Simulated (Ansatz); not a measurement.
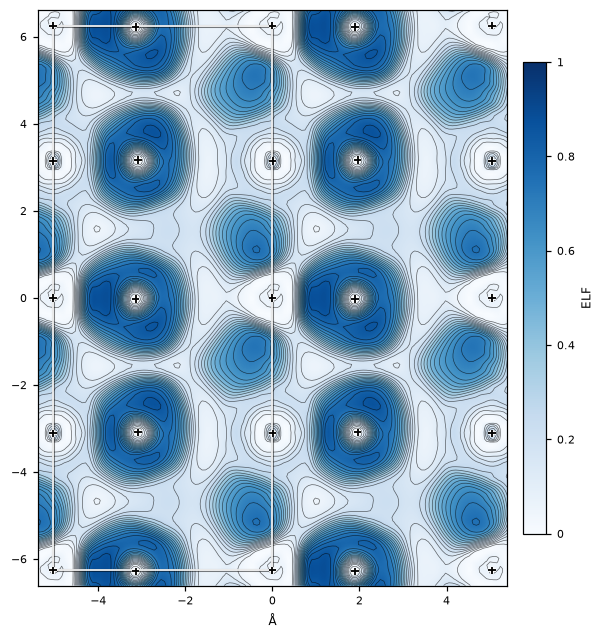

The ELF on a plane through atoms (crosses mark nuclei in the plane).

Level of theory: DFT PBEsol, scalar-relativistic, plane waves, PAW (Ansatz 0.2.0).

Candidates:
A. SiC, a = 3.08 Å, b = 3.08 Å, c = 15.11 Å, α = 90.00°, β = 90.00°, γ = 120.00°. Space group P6₃mc.
B. Al3GaN4, a = 6.26 Å, b = 10.84 Å, c = 5.04 Å, α = 90.00°, β = 90.00°, γ = 90.00°. Space group Cmc2₁; a generated structure, not necessarily the stable one.
C. TiO2, a = 3.77 Å, b = 3.77 Å, c = 9.55 Å, α = 90.00°, β = 90.00°, γ = 90.00°. Space group I4₁/amd; computed without spin polarisation.

> Which candidate gave the map?

Candidate B: Al3GaN4 on the (11̄0) plane of the conventional cell, which holds Al, Ga and N. Al–N (1.90 Å): the ELF peaks at about 0.90 in the valence shell of N, 0.7 Å from its nucleus, and is about 0.90 at the midpoint. Ga–N (1.95 Å): the ELF peaks at about 0.85 in the valence shell of N, 0.7 Å from its nucleus, and is about 0.45 at the midpoint.
